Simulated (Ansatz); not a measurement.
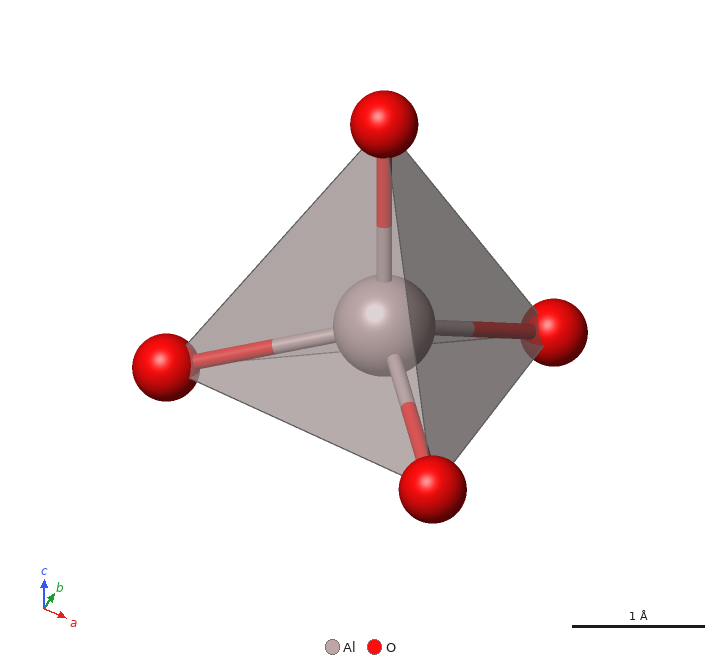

Coordination of Al in Al₂O₃ (P-3m1). Continuous shape measures are computed against ideal polyhedra (0 is ideal; above about 3 the distortion is strong). Geometry: the structure of a calculation's input, shown in its standard cell.

What geometry does the central atom have?

AlO4: a slightly distorted tetrahedron (coordination number 4, S = 0.14; next best see-saw, S = 9.4).

Is there a pattern of short and long bonds?

Yes, a 1 + 3 pattern: 1 short (1.68 Å on average) and 3 long (1.84 Å).

How long are the bonds?

1 × Al–O 1.68 Å and 3 × Al–O 1.84 Å. The next neighbour, not counted, lies at 3.02 Å.
